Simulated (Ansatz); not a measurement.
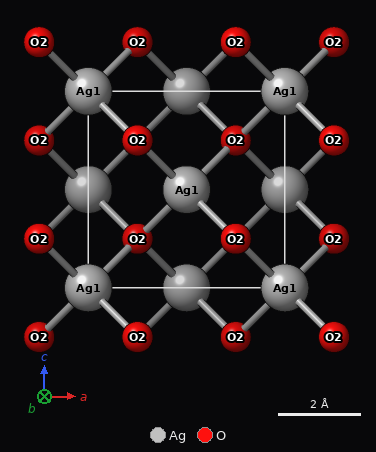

Crystalline AgO (set up in F-43m), before the relaxation. Style: ball-and-stick. Shown: the conventional cell (4 times the calculation's cell), along the b axis. Lengths and directions refer to the drawn axes.

Method: Ansatz, DFT LDA, scalar-relativistic, plane waves, PAW.

Input
```yaml
crystal:
  lattice:
    - [0.0, 2.408, 2.408]
    - [2.408, 0.0, 2.408]
    - [2.408, 2.408, 0.0]
  atoms:
    - { symbol: Ag, position: [0.0, 0.0, 0.0] }
    - { symbol: O, position: [0.75, 0.75, 0.75] }
basis:
  ecutwfc: 420
kpoints:
  mp_grid: { grid: [16, 16, 16] }
hamiltonian:
  xc: lda
scf:
  occupations: { method: gaussian, width: 0.1 }
output:
  forces: true
  stress: true
  eigenvalues: true
relax:
  adjacent_minimum: "off"
  f_tol: 0.005
  max_steps: 80
  cell: { stress_tol: 0.05 }
```

Run as
```bash
ansatz run input.yaml --threads 1 --pin off --max-ram 3072MiB --backend cpu --events-out ev --progress --plain --runs-dir out
```

Q: What does the optimiser find from here?

A: Over 4 accepted moves (6 points after the start) the energy falls by 10.1 meV per atom. All forces vanish by symmetry, so only the cell relaxes. The pressure goes from 5.73 to 0.01 GPa. At 2 points the geometry stayed and the basis and grid were re-selected for the new cell (energy shift of 2.6 meV per atom at most each time). No atom moves by more than 0.005 Å relative to the cell. Cell: a = b = c 4.816 → 4.883 Å (+1.4 %). Volume +4.2 %. Near-neighbour distances that change, for instance: Ag1–O2 2.085 → 2.114 Å. The space group stays F-43m (No. 216).

After the run, drawn alike:

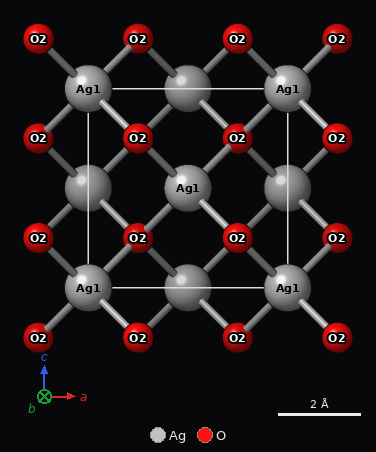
